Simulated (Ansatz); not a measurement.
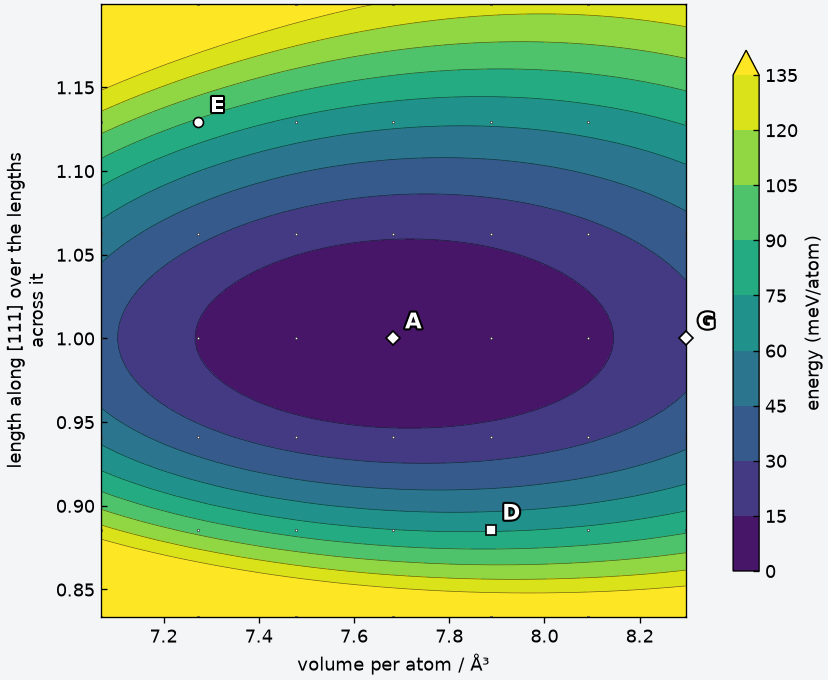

NbH2 (Fm-3m, No. 225; 3 atoms in the cell). The energy is mapped over volume and the cell's shape. Coordinates scanned: (1) volume per atom; (2) length along [111] over the lengths across it, relative to the cubic cell. Nothing is relaxed (fractional coordinates fixed). The grid has 7 × 7 points. Points are written as (first, second). Energies: meV/atom, counted from the lowest grid point. These are results of DFT PBEsol, scalar-relativistic, plane waves, PAW (Ansatz 0.2.0), not measurements. Settings: cutoff 520 eV, k-mesh 16×16×16, gaussian smearing 0.15 eV, no spin polarisation.

In the figure: filled contours, dots at the grid points, one colour for all values above the top of the scale, lettered points. Between grid points the surface is interpolated.

### Is A the lowest point of the computed grid?

Yes. A, at (7.683 Å³, 1.000), has the lowest energy of the grid.

### Which space group has the cell at each letter?

A: Fm-3m; D: R-3m; E: R-3m; G: Fm-3m.
